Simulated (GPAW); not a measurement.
# Optical response of ZrC

Aim: the dielectric function of ZrC, and the optical constants that follow from it. The cell comes from an older database entry, whose edges can differ from later determinations, mostly by under a per cent.

Program: GPAW 26.7.0. Level of theory: DFT, PBE, plane-wave PAW (GPAW data sets), scalar-relativistic, RPA, optical limit. Results are calculated unless marked as measured.

The database entry behind the starting cell differs from later determinations by our own check (an axis about 0.7 % long against later determinations), so it need not match the best structure at ambient conditions.

### 1. The structure

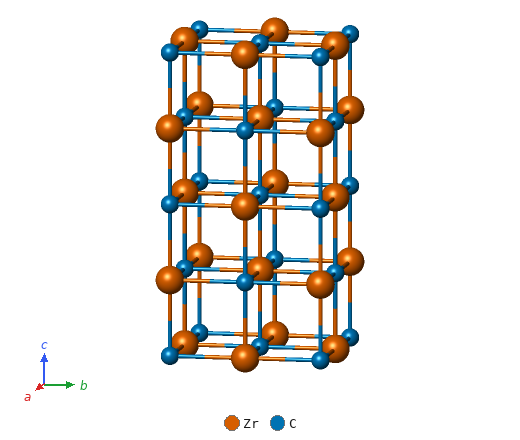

Start, viewed slightly off an axis; zirconium orange, carbon blue. 1×1×2 cells are drawn. This picture shows the conventional cell, with its axes. Some periodic images of atoms are drawn too.

### 2. Ground state

First the ground state: is it a metal or has it a gap?

This step: DFT, PBE, plane-wave PAW (GPAW data sets), scalar-relativistic, ground state (GPAW 26.7.0).

gs.py reads:

```python
from ase import Atoms
from ase.dft.bandgap import bandgap
from gpaw import GPAW, PW, FermiDirac

atoms = Atoms(['Zr', 'C'],
              cell=[[0.000000000000, 2.365000000000, 2.365000000000],
                    [2.365000000000, 0.000000000000, 2.365000000000],
                    [2.365000000000, 2.365000000000, 0.000000000000]],
              scaled_positions=[[0.500000000000, 0.500000000000, 0.500000000000],
                                [0.000000000000, 0.000000000000, 0.000000000000]],
              pbc=[True, True, True])
atoms.calc = GPAW(mode=PW(400), xc='PBE', kpts={'size': (8, 8, 8), 'gamma': True},
                  occupations=FermiDirac(0.05), maxiter=150, txt='gs.txt')
print('energy (eV)', atoms.get_potential_energy())
print('Fermi level (eV)', atoms.calc.get_fermi_level())
print('valence electrons', atoms.calc.get_number_of_electrons())
print('gap (eV)', bandgap(atoms.calc, output=None)[0])
print('direct gap (eV)', bandgap(atoms.calc, direct=True, output=None)[0])
atoms.calc.write('gs.gpw')
```

Command:

```
OMP_NUM_THREADS=1 python gs.py
```

Numbers of over 12 decimals in the logs are rounded to 6 here.

Log:

```text
__  _  _
 | _ |_)|_||  |
 |__||  | ||/\| - 26.7.0

Versions:
  Python: 3.12.14
  ASE:    3.29.0
  Numpy:  2.5.5
  Scipy:  1.18.1
  Libxc:  7.0.0

Input parameters:
  mode=PW(ecut=400.0),
  kpts=MonkhorstPack(size=(8, 8, 8), gamma=True),
  maxiter=150,
  occupations=Occupations(name='fermi-dirac', width=0.05, fixmagmom=False),
  xc=XC(name='PBE')

Diagonalizing LCAO Hamiltonian
Converting LCAO to pw mode

               Zr

       C

Atoms  # Å, Bohr magnetons
|   | symbol |        x |        y |        z |    initial magnetic moments |
| 0 |     Zr | 2.365000 | 2.365000 | 2.365000 | ( 0.0000,  0.0000,  0.0000) |
| 1 |      C | 0.000000 | 0.000000 | 0.000000 | ( 0.0000,  0.0000,  0.0000) |

Unit cell  # Å
| periodic |        x |        y |        z |  lengths |    angles |
|      yes | 0.000000 | 2.365000 | 2.365000 | 3.344615 | 60.000000 |
|      yes | 2.365000 | 0.000000 | 2.365000 | 3.344615 | 60.000000 |
|      yes | 2.365000 | 2.365000 | 0.000000 | 3.344615 | 60.000000 |

Number of symmetries: 48
Symmetry operations  # r_c * U_cc + t_c -> r_c
|    | kind |            matrix            |
|  0 |  σ   |  1, 0, 0,  1, 0,-1,  1,-1, 0 |
|  1 |  C2  |  1, 0, 0,  1,-1, 0,  1, 0,-1 |
|  2 |  E   |  1, 0, 0,  0, 1, 0,  0, 0, 1 |
|  3 |  σ   |  1, 0, 0,  0, 0, 1,  0, 1, 0 |
|  4 |  C4  |  1, 0,-1,  1, 0, 0,  1,-1, 0 |
|  5 |  S6  |  1, 0,-1,  1,-1, 0,  1, 0, 0 |
|  6 |  σ   |  1, 0,-1,  0, 1,-1,  0, 0,-1 |
|  7 |  C3  |  1, 0,-1,  0, 0,-1,  0, 1,-1 |
|  8 |  S6  |  1,-1, 0,  1, 0, 0,  1, 0,-1 |
|  9 |  C4  |  1,-1, 0,  1, 0,-1,  1, 0, 0 |
| 10 |  C3  |  1,-1, 0,  0,-1, 1,  0,-1, 0 |
| 11 |  σ   |  1,-1, 0,  0,-1, 0,  0,-1, 1 |
| 12 |  σ   |  0, 1, 0,  1, 0, 0,  0, 0, 1 |
| 13 |  C4  |  0, 1, 0,  0, 1,-1, -1, 1, 0 |
| 14 |  C3  |  0, 1, 0,  0, 0, 1,  1, 0, 0 |
| 15 |  S6  |  0, 1, 0, -1, 1, 0,  0, 1,-1 |
| 16 |  C2  |  0, 1,-1,  1, 0,-1,  0, 0,-1 |
| 17 |  σ   |  0, 1,-1,  0, 1, 0, -1, 1, 0 |
| 18 |  S4  |  0, 1,-1,  0, 0,-1,  1, 0,-1 |
| 19 |  C4  |  0, 1,-1, -1, 1, 0,  0, 1, 0 |
| 20 |  C3  |  0, 0, 1,  1, 0, 0,  0, 1, 0 |
| 21 |  σ   |  0, 0, 1,  0, 1, 0,  1, 0, 0 |
| 22 |  S6  |  0, 0, 1,  0,-1, 1, -1, 0, 1 |
| 23 |  C4  |  0, 0, 1, -1, 0, 1,  0,-1, 1 |
| 24 |  S4  |  0, 0,-1,  1, 0,-1,  0, 1,-1 |
| 25 |  C3  |  0, 0,-1,  0, 1,-1,  1, 0,-1 |
| 26 |  C2  |  0, 0,-1,  0,-1, 0, -1, 0, 0 |
| 27 |  S6  |  0, 0,-1, -1, 0, 0,  0,-1, 0 |
| 28 |  S4  |  0,-1, 1,  1,-1, 0,  0,-1, 0 |
| 29 |  C4  |  0,-1, 1,  0, 0, 1, -1, 0, 1 |
| 30 |  C2  |  0,-1, 1,  0,-1, 0,  1,-1, 0 |
| 31 |  σ   |  0,-1, 1, -1, 0, 1,  0, 0, 1 |
| 32 |  C3  |  0,-1, 0,  1,-1, 0,  0,-1, 1 |
| 33 |  S6  |  0,-1, 0,  0, 0,-1, -1, 0, 0 |
| 34 |  S4  |  0,-1, 0,  0,-1, 1,  1,-1, 0 |
| 35 |  C2  |  0,-1, 0, -1, 0, 0,  0, 0,-1 |
| 36 |  C2  | -1, 1, 0,  0, 1, 0,  0, 1,-1 |
| 37 |  S6  | -1, 1, 0,  0, 1,-1,  0, 1, 0 |
| 38 |  S4  | -1, 1, 0, -1, 0, 1, -1, 0, 0 |
| 39 |  C3  | -1, 1, 0, -1, 0, 0, -1, 0, 1 |
| 40 |  S6  | -1, 0, 1,  0, 0, 1,  0,-1, 1 |
| 41 |  C2  | -1, 0, 1,  0,-1, 1,  0, 0, 1 |
| 42 |  C3  | -1, 0, 1, -1, 1, 0, -1, 0, 0 |
| 43 |  S4  | -1, 0, 1, -1, 0, 0, -1, 1, 0 |
| 44 |  C2  | -1, 0, 0,  0, 0,-1,  0,-1, 0 |
| 45 |  i   | -1, 0, 0,  0,-1, 0,  0, 0,-1 |
| 46 |  σ   | -1, 0, 0, -1, 1, 0, -1, 0, 1 |
| 47 |  C2  | -1, 0, 0, -1, 0, 1, -1, 1, 0 |

BZ-sampling:
  Number of BZ points: 512
  Number of IBZ points: 29

  Monkhorst-Pack size: [8, 8, 8]
  Monkhorst-Pack shift: [0.0625, 0.0625, 0.0625]

K-points  # in reciprocal-cell coordinates
|     |                                coordinates |     weight |
|   0 | (  0.00000000,   0.00000000,   0.00000000) | 0.00195312 |
|   1 | (  0.12500000,   0.12500000,   0.00000000) | 0.01171875 |
|   2 | (  0.12500000,   0.12500000,   0.12500000) | 0.01562500 |
|   3 | (  0.25000000,   0.12500000,   0.12500000) | 0.02343750 |
|   4 | (  0.25000000,   0.25000000,   0.00000000) | 0.01171875 |
|   5 | (  0.25000000,   0.25000000,   0.12500000) | 0.04687500 |
|   6 | (  0.25000000,   0.25000000,   0.25000000) | 0.01562500 |
|   7 | (  0.37500000,   0.25000000,  -0.37500000) | 0.04687500 |
|   8 | (  0.37500000,   0.25000000,   0.12500000) | 0.04687500 |
|   9 | (  0.37500000,   0.25000000,   0.25000000) | 0.04687500 |
| ... |                                            |            |
|  28 | (  0.50000000,   0.50000000,   0.50000000) | 0.00781250 |

Plane wave coefficients: 531
Cutoff: 400.0 eV

Spin-components: 1 (collinear spins)
Bands:           14
Projectors:      11
Spin-degeneracy: 2
Datatype:        complex128

Parallelization:
  kpt:    1
  domain: 1
  band:   1

Density:
  Valence electrons: 16.0
  Components: 1
  Grid points: [16 16 16]
  Charge: 0.0  # |e|

Potential:
  Grid points: [16 16 16]

species:
  Zr:
    name:    Zirconium
    id:
    Z:       40.0
    valence: 12
    core:    28
    charge:  0.0  # [|e|]
    compensation charges:
      type: gauss
      rc: 0.40  # [Å]
      lmax: 2
    cutoffs:
      filter: 2.39  # [Å]
      core: 1.59  # [Å]
    projectors
    | kind |    occ | energy [eV] | rcut [Å] |
    |   4s |  2.000 |     -54.478 |    1.323 |
    |   5s |  2.000 |      -4.438 |    1.323 |
    |   4p |  6.000 |     -32.467 |    1.334 |
    |   5p |  0.000 |      -1.470 |    1.334 |
    |   4d |  2.000 |      -3.600 |    1.244 |
    |    d |        |      23.611 |    1.244 |

    Using partial waves for Zr as LCAO basis

  C:
    name:    Carbon
    id:
    Z:       6.0
    valence: 4
    core:    2
    charge:  0.0  # [|e|]
    compensation charges:
      type: gauss
      rc: 0.20  # [Å]
      lmax: 2
    cutoffs:
      filter: 1.14  # [Å]
      core: 1.14  # [Å]
    projectors
    | kind |    occ | energy [eV] | rcut [Å] |
    |   2s |  2.000 |     -13.751 |    0.635 |
    |   2p |  2.000 |      -5.284 |    0.635 |
    |    s |        |      13.461 |    0.635 |
    |    p |        |      21.927 |    0.635 |
    |    d |        |       0.000 |    0.635 |

    Using partial waves for C as LCAO basis

Reference energy: -98921.199351  # eV

eigensolver:
  PPCG
  Converge bands: occupied
  niter=2

density mixing:
  MSR1-Mixer
  Pratt-step length: 0.05
  Maximum mixing coefficient: 0.75
  Old densities: 10
  SVD Regularization: 0.005
  Good broyden scale: 1.0
  Trust region scale: 1.0
  Backstep threshold: 4.0
  History deletion threshold: 6.0
  Fourier metric: weight=20.0, sigma=0.015

occupation numbers:
  Fermi-Dirac:
    width: 0.0500  # eV

poisson solver:
  ecut: 3200.0  # eV

xc functional:
  name: PBE with 2 nearest neighbor stencil

convergence criteria:
- Maximum [total energy] change in last 3 cyles: 0.0005 eV / valence electron
- Maximum integral of absolute [dens]ity change: 0.0001 electrons / valence electron
- Maximum integral of absolute [eigenst]ate change: 4e-08 eV^2 / valence electron
maximum number of iterations: 150

SCF iterations
|iter     |      energy | eigst |  dens |
|iter:   1||  -20.030803 | -0.25 |       |
|iter:   2||  -19.431538 | -1.45 | -0.80 |
|iter:   3||  -18.227527 | -0.82 | -0.88 |
|iter:   4||  -18.234438 | -2.85 | -1.59 |
|iter:   5||  -18.240815 | -3.23 | -1.79 |
|iter:   6||  -18.240765c| -4.51 | -3.04 |
|iter:   7||  -18.240764c| -5.73 | -3.67 |
|iter:   8||  -18.240764c| -7.00 | -4.07c|
|iter:   9||  -18.240764c| -8.07c| -5.29c|

Converged in 9 steps
SCF loop duration: 2.541 s (0.282 s/step)
Energy contributions relative to reference atoms: (reference = -98921.199351)

Energy contributions:
  Kinetic:          11.667545
  Coulomb:         -13.890244
  Zero:              0.199363
  External:          0.000000
  Xc:              -16.215981
  Entropy:          -0.002895
  Spinorbit:         0.000000
  ----------------------------
  Free energy:     -18.242212
  Extrapolated:    -18.240764

dipole moment: (-9.420595, -9.420595, -9.420595)  # |e|*Ang

Fermi level: 10.193
Eigenvalues  # (at kpt = [0.000, 0.000, 0.000])
| band index |      eig [eV] | occ [0-2] |
|          0 |       -37.946 |     2.000 |
|          1 |       -15.681 |     2.000 |
|          2 |       -15.681 |     2.000 |
|          3 |       -15.681 |     2.000 |
|          4 |        -1.020 |     2.000 |
|          5 |        11.157 |     0.000 |
|          6 |        11.157 |     0.000 |
|          7 |        11.157 |     0.000 |
|          8 |        11.320 |     0.000 |
|          9 |        11.320 |     0.000 |
|         10 |        11.320 |     0.000 |
|         11 |        12.990 |     0.000 |
|         12 |        12.990 |     0.000 |
|         13 |        17.298 |     0.000 |

No gap
No difference between direct/indirect transitions

--- standard output ---
energy (eV) -18.240764
Fermi level (eV) 10.193334
valence electrons 16.0
gap (eV) 0.0
direct gap (eV) 0.0
```

Wall time 3.9 s (1 thread of Arm Neoverse V2, shared host); peak memory 0.13 GiB.

Read-outs, printed or worked out from the files:

* energy: -18.24 eV
* Fermi energy: 10.19 eV
* electrons: 16

There are states at the Fermi level within the smearing, so the occupations stay smeared and the carriers get a Drude term.

### 3. Bands for the response

The response needs many more empty bands than the density does.

This step: DFT, PBE, plane-wave PAW (GPAW data sets), scalar-relativistic, bands at fixed density (GPAW 26.7.0).

nscf.py reads:

```python
from ase.dft.bandgap import bandgap
from gpaw import GPAW, FermiDirac

calc = GPAW('gs.gpw').fixed_density(kpts={'size': (24, 24, 24), 'gamma': True}, nbands=30, convergence={'bands': 24},
                                    occupations=FermiDirac(0.05), txt='nscf.txt')
print('gap (eV)', bandgap(calc, output=None)[0])
print('direct gap (eV)', bandgap(calc, direct=True, output=None)[0])
print('top band over the Fermi level (eV)', min(calc.get_eigenvalues(kpt=k)[23] for k in range(len(calc.get_ibz_k_points()))) - calc.get_fermi_level())
calc.write('full.gpw', mode='all')
```

Command:

```
OMP_NUM_THREADS=1 python nscf.py
```

Log:

```text
Diagonalizing LCAO Hamiltonian
Converting LCAO to pw mode
convergence criteria:
- Maximum integral of absolute [eigenst]ate change: 4e-08 eV^2 / valence electron
maximum number of iterations: 150

SCF iterations
|iter     |      energy | eigst |  dens |
|iter:   1||             | +2.68 |       |
|iter:   2||             | +0.69 |       |
|iter:   3||             | -0.98 |       |
|iter:   4||             | -2.93 |       |
|iter:   5||             | -4.65 |       |
|iter:   6||             | -6.55 |       |
|iter:   7||             | -7.63c|       |
SCF steps: 7
  __  _  _
 | _ |_)|_||  |
 |__||  | ||/\| - 26.7.0

Versions:
  Python: 3.12.14
  ASE:    3.29.0
  Numpy:  2.5.5
  Scipy:  1.18.1
  Libxc:  7.0.0

Input parameters:
  mode=PW(ecut=400.0),
  convergence={'bands': 24},
  gpts=array([16, 16, 16]),
  kpts=MonkhorstPack(size=(24, 24, 24), gamma=True),
  maxiter=150,
  nbands=30,
  occupations=Occupations(name='fermi-dirac', width=0.05, fixmagmom=False),
  parallel={},
  xc=XC(name='PBE')

--- standard output ---
gap (eV) 0.0
direct gap (eV) 0.0
top band over the Fermi level (eV) 27.121505
```

Elapsed: 59 s, on 1 thread; peak memory 0.28 GiB.

### 4. Dielectric function, RPA

Local fields let the induced charge screen the field inside the cell, which as a rule lowers ε, most along directions where the density is uneven.

This step: DFT, PBE, plane-wave PAW (GPAW data sets), scalar-relativistic, RPA, optical limit (GPAW 26.7.0).

df.py reads:

```python
from gpaw.response.df import DielectricFunction

df = DielectricFunction('full.gpw', frequencies={'type': 'nonlinear', 'domega0': 0.03, 'omega2': 8},
                        ecut=30,
                        eta=0.1,
                        nbands=24,
                        rate=0.03,
                        txt='df.txt')
for direction in ['x']:
    df.get_dielectric_function(xc='RPA', direction=direction, filename=f'df_{direction}.csv')
```

Command:

```
OMP_NUM_THREADS=1 python df.py
```

Log:

```text
Using integrator: PointIntegrator
NonLinearFrequencyDescriptor(from 0.000 to 80.325 eV, 520 points)
Nonperiodic BCs:  [False False False]
Using integrator: PointIntegrator
NonLinearFrequencyDescriptor(from 0.000 to 80.325 eV, 520 points)
Nonperiodic BCs:  [False False False]
Using integrator: PointIntegrator

Calculating chi0 body with:
    Ground state adapter containing:
    Number of spins: 1
    Number of kpoints: 13824
    Number of irreducible kpoints: 413
    Number of completely occupied states: 5
    Number of partially occupied states: 9

    Linear response parametrization:
    q_c: [0.0, 0.0, 0.0]
    Number of frequency points: 520
    Planewave cutoff: 30.0
    Number of bands: 24
    Number of planewaves: 15
    Broadening (eta): 0.1

Integrating chi0 body.

Symmetries of q_c:
    Direct symmetries (Uq -> q): 48
    Indirect symmetries (TUq -> q): 0
In total 48 allowed symmetries.

413 groups of equivalent kpoints. 97.012442% reduction.

Integral kind: spectral function

Calculating chi0 optical extensions with:
    Ground state adapter containing:
    Number of spins: 1
    Number of kpoints: 13824
    Number of irreducible kpoints: 413
    Number of completely occupied states: 5
    Number of partially occupied states: 9

    Linear response parametrization:
    Number of frequency points: 520
    Planewave cutoff: 30.0
    Number of bands: 24
    Number of planewaves: 15
    Broadening (eta): 0.1
Integrating chi0 head and wings.

Symmetries of q_c:
    Direct symmetries (Uq -> q): 48
    Indirect symmetries (TUq -> q): 0
In total 48 allowed symmetries.

413 groups of equivalent kpoints. 97.012442% reduction.

Integral kind: spectral function wings

Calculating drude chi0 with:
    Number of frequency points:520
    Plasma frequency decay rate: 0.03 eV

    Ground state adapter containing:
    Number of spins: 1
    Number of kpoints: 13824
    Number of irreducible kpoints: 413
    Number of completely occupied states: 5
    Number of partially occupied states: 9

Symmetries of q_c:
    Direct symmetries (Uq -> q): 48
    Indirect symmetries (TUq -> q): 0
In total 48 allowed symmetries.

413 groups of equivalent kpoints. 97.012442% reduction.

Integral kind: intraband
Plasma frequency:
[[3.11+0.j 0.  +0.j 0.  +0.j]
 [0.  +0.j 3.11+0.j 0.  +0.j]
 [0.  +0.j 0.  +0.j 3.11+0.j]]
```

It took 15 s on 1 thread; peak memory 0.24 GiB.

This step gave:

- main peak of the optical conductivity above 1 eV, first axis: 7.656 eV

Some rows of df_x.csv (energy; Re and Im without local fields; Re and Im with them):

```text
0.000000, 10867.496106, 0.000000, 10867.083835, 0.000000
0.460735, -15.050997, 50.656715, -15.211164, 50.442075
0.943989, 0.853077, 26.049826, 0.804429, 25.931474
1.451455, 4.193052, 18.053874, 4.141127, 18.022179
1.984998, 3.079096, 16.591242, 3.005732, 16.558680
2.546682, 3.369226, 12.707651, 3.265724, 12.670870
3.138794, 3.938699, 10.720060, 3.832314, 10.684006
3.763875, 3.306834, 9.883125, 3.207636, 9.839133
4.424758, 2.095601, 9.656772, 2.030254, 9.635917
5.124608, 1.726738, 8.883672, 1.670526, 8.867411
5.866977, 1.299228, 8.887659, 1.243156, 8.873311
6.655862, -0.956829, 7.126983, -1.015168, 7.141130
7.495775, 0.676316, 8.049510, 0.624904, 8.099964
8.391833, -1.118607, 5.042478, -1.263375, 5.113729
9.349861, -0.746432, 4.747300, -0.954915, 4.820244
10.376517, -3.113661, 4.379924, -3.374866, 4.300383
11.479449, -1.904501, 2.062666, -2.102748, 1.843729
12.667487, -0.753524, 1.693505, -0.886447, 1.381566
13.950874, -0.716229, 1.404686, -0.590529, 1.253658
```

[end of part 1 of 2]

[Machine, clock and banner lines and Python warnings are left out of the logs.]

[Logs are printed without paths, hosts, clocks, repeated set-up lines and the standing remarks that a program may print on its own settings, such as how far it seeks lower states.]

[Hosts, paths, dates, database ids (printed as entryN), source tags and the programs' standing remarks are cut or masked in the printed files.]
